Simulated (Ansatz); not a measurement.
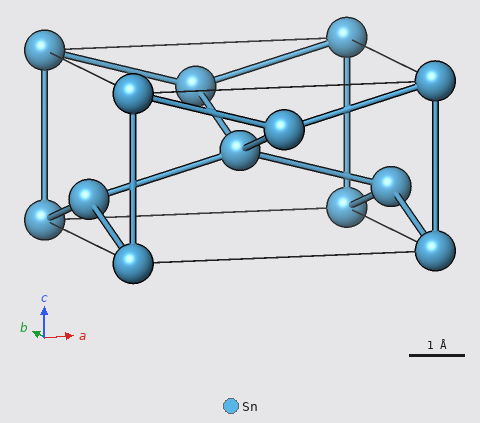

Normal modes of solid Sn, at the zone centre. Style: ball-and-stick. Shown: the conventional cell (2 times the calculation's cell), slightly off an axis. Lengths and directions refer to the drawn axes.

Method: DFT PBEsol, scalar-relativistic, plane waves, PAW in Ansatz. (plane-wave cutoff 420 eV; k-point mesh 22 × 22 × 22; occupations gaussian; smearing width 0.15 eV; no spin polarisation)

Question: Which optical modes does it have, at what frequencies, and is it stable there?

Answer: The calculation's cell holds 2 atoms, so there are 3 optical modes, in 2 levels. The optical modes span B₁g + E_g. No level is unstable.

```tsv
level	symmetry	frequency (cm⁻¹)	activity
1	B₁g	45	Raman-active
2	E_g	133	Raman-active
```

The displacement patterns (one member of each degenerate set):

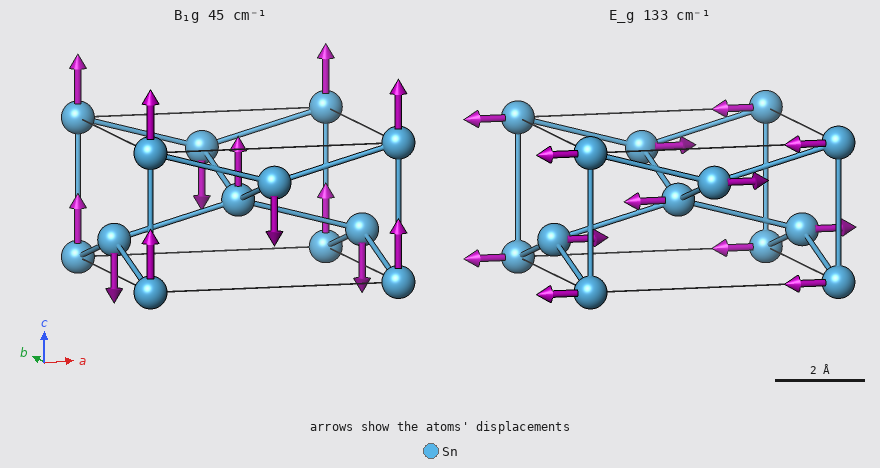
